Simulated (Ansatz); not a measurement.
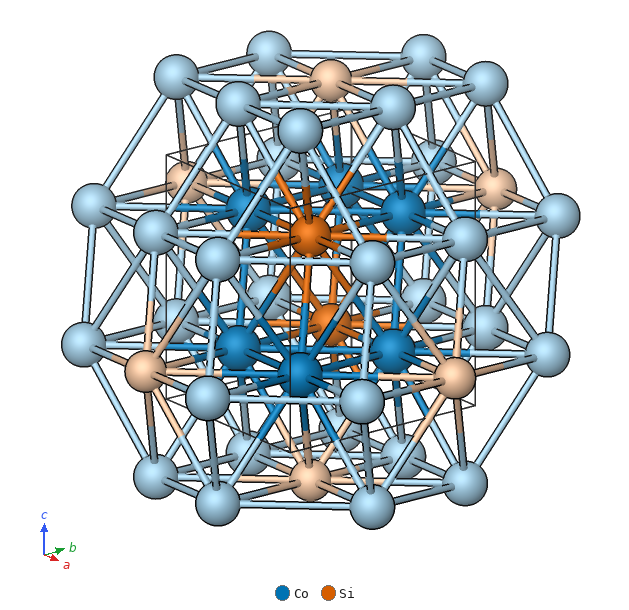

Drawn in the ball-and-stick manner and seen slightly off an axis. Lines trace the edges of the simulation cell. Bonds that leave the box are completed with the atoms at their other ends, in fainter colours.

```
CELL_PARAMETERS angstrom
4.88913 0.00000 0.00000
-2.44457 4.23411 0.00000
0.00000 0.00000 3.90407
ATOMIC_POSITIONS crystal
Co 0.16642 0.33284 0.75000
Co 0.66716 0.83358 0.75000
Co 0.16642 0.83358 0.75000
Co 0.83358 0.66716 0.25000
Co 0.33284 0.16642 0.25000
Co 0.83358 0.16642 0.25000
Si 0.66667 0.33333 0.75000
Si 0.33333 0.66667 0.25000
```

The numbers come from DFT PBEsol, scalar-relativistic, plane waves, PAW (Ansatz), using plane-wave cutoff 420 eV, k-points on a 12×12×10 grid, Gaussian smearing of 0.1 eV, no spin polarisation (a spin-restricted run, not always the ground state).

State the Bader charges by element.

Answer. Co -0.16 e; Si +0.49 e.

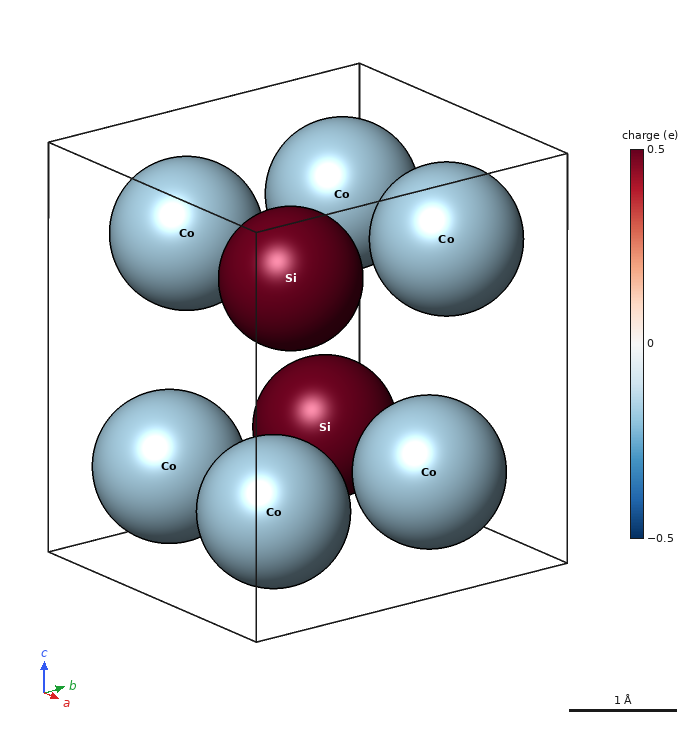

The atoms coloured by those charges.

Starting structure: a structure listed in the Materials Project. Earlier steps of the study, as a rule a relaxation of our own, may have changed the cell and positions, so they can lie some per cent off the listed ones. It was run through Ansatz as a DFT input.
